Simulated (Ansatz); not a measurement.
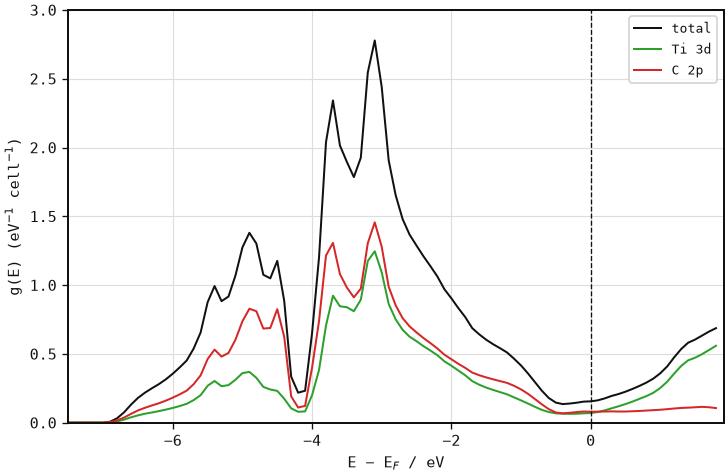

Density of states. Energies are counted from the Fermi level. The partial curves are projected on Löwdin-orthogonalised atomic shells.

System: TiC, space group Fm-3m (No. 225), 2 atoms in the cell.

```cif
data_structure
_symmetry_space_group_name_H-M 'P 1'
_symmetry_Int_Tables_number 1
_cell_length_a 3.0638
_cell_length_b 3.0638
_cell_length_c 3.0638
_cell_angle_alpha 60.000
_cell_angle_beta 60.000
_cell_angle_gamma 60.000
_cell_volume 20.34
loop_
_atom_site_label
_atom_site_type_symbol
_atom_site_fract_x
_atom_site_fract_y
_atom_site_fract_z
_atom_site_occupancy
Ti1 Ti 0.00000 0.00000 0.00000 1
C1 C 0.50000 0.50000 0.50000 1
```

Computed with Ansatz: DFT HSE06, scalar-relativistic, plane waves, PAW, no spin polarisation, 10×10×10 k mesh, 420 eV cutoff.

Q: What is the density of states at the Fermi level?

A: It is a metal. The density of states at the Fermi level is about 0.16 per eV and cell (mean within 0.25 eV), or 0.079 per atom.

Q: Where is the tallest peak in the window, and which states make it?

A: The tallest peak in the window is at −3.1 eV; by projected weight it is C 2p (55 %) and Ti 3d (45 %).

Q: What carries the states at the Fermi level?

A: By projected weight, the states within 0.3 eV of the Fermi level are C 2p (50 %) and Ti 3d (50 %).

The cell is at −5 GPa in this functional.
